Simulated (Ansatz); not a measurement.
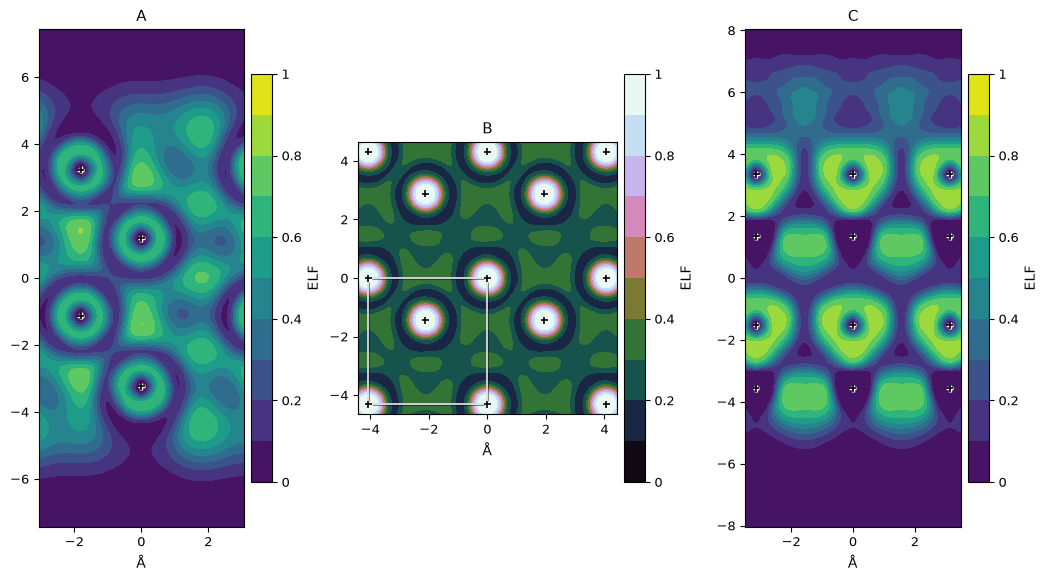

The electron localisation function of 3 systems, each on a plane through atoms (crosses mark nuclei in the plane).

Theory: DFT PBE, scalar-relativistic, plane waves, PAW in Ansatz.

System 1: Ti (slab), the (110) plane of the calculation cell, a cut from vacuum to vacuum. Not relaxed (largest force 0.4 eV/Å); computed without spin polarisation.

```yaml
crystal:
  lattice:
    - [3.13024, 0.00000, 0.00000]
    - [-1.56512, 2.71087, 0.00000]
    - [0.00000, 0.00000, 32.60797]
  atoms:
    - { symbol: Ti, position: [0.33333, 0.66667, 0.57154] }
    - { symbol: Ti, position: [0.00000, 0.00000, 0.63596] }
    - { symbol: Ti, position: [0.33333, 0.66667, 0.70690] }
    - { symbol: Ti, position: [0.00000, 0.00000, 0.76979] }
```

System 2: AlN (slab), the (100) plane of the calculation cell, a cut from vacuum to vacuum. Not relaxed (largest force 0.8 eV/Å).

```
CELL_PARAMETERS angstrom
3.13024 0.00000 0.00000
-1.56512 2.71087 0.00000
0.00000 0.00000 32.15797
ATOMIC_POSITIONS crystal
N 0.38868 0.61132 0.24643
Al 0.72196 0.27804 0.25526
N 0.72204 0.27796 0.31851
Al 0.38862 0.61138 0.33110
N 0.38846 0.61154 0.39360
Al 0.72171 0.27829 0.40765
N 0.72153 0.27847 0.46998
Al 0.38822 0.61178 0.48520
```

System 3: Co, the (110) plane of the conventional cell. Space group P-3m1; a structure from a database of computed crystals, not necessarily the ambient phase; not relaxed (largest force 0.5 eV/Å); spin-polarised.

```
Co
1.0
     2.48736    0.00000    0.00000
    -1.24368    2.15412    0.00000
     0.00000    0.00000    4.06329
Co
2
Direct
  0.66667 0.33333 0.25986
  0.33333 0.66667 0.74014
```

Which map belongs to which system?

Panel A is system 1, Ti: the plane holds Ti. Ti–Ti (2.73 Å): the ELF is about 0.20 at the midpoint (no shared electron pair shows on this line). Panel B is system 3, Co: the plane holds Co. Co–Co (2.42 Å): the ELF is about 0.25 at the midpoint (no localised pair shows between them). Panel C is system 2, AlN: the plane holds Al and N. Al–N (2.00 Å): the ELF peaks at about 0.85 in the valence shell of N, 0.8 Å from its nucleus, and is about 0.85 at the midpoint.
